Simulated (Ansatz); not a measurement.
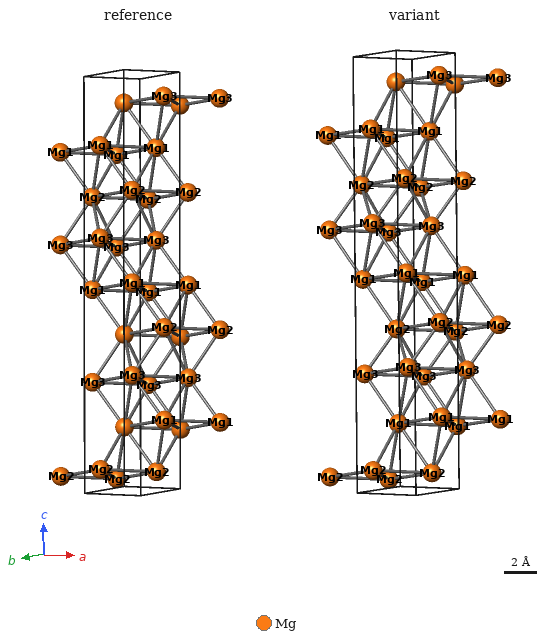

Left: a symmetric starting cell of Mg (made from another compound by putting Mg in place of Sr). Right: the same structure after one change, at the same scale. The picture is a ball-and-stick view of the conventional cell (3 times the calculation's cell), repeated 2 × 2 × 1 with one cell outlined, seen from a free direction. Lengths and directions refer to the drawn axes.

These are results of DFT PBEsol, scalar-relativistic, plane waves, PAW (Ansatz), not measurements. Set-up: plane-wave cutoff 420 eV; k-point mesh 14 × 14 × 6; occupations gaussian; smearing width 0.1 eV; no spin polarisation.

What distinguishes the right structure from the left one?

Answer. The cell is strained by +6.9 % in a general direction near [1 −1 0], +4.4 % along [1 −2 1], −3.4 % along [1 1 0] (volume +7.8 %) and atoms are displaced by 0.16 Å relative to the cell: Mg2 0.16 Å along [−1 2 −1]. No relaxation follows. The starting cell wasn't computed here and needn't be at equilibrium, so pressure and forces aren't due to the change alone.

And its effect?

Answer. Near-neighbour distances before and after: Mg–Mg 3.605 → 3.457 to 3.922 Å. The space group stays C2/m (No. 12). The pressure is −6.2 GPa (not all of it need come from the change, since the unchanged cell can be under pressure at this level too). The principal stresses (compression positive) are −5.8 GPa along [1 1 0], −6.1 GPa along [1 0 −1], −6.7 GPa roughly along [1 −1 0]. The largest forces, 0.065 eV/Å, act on Mg2 and Mg3; on Mg3 it points along [−3 2 −1]. The forces point straight back along the displacements (cosine −0.98).
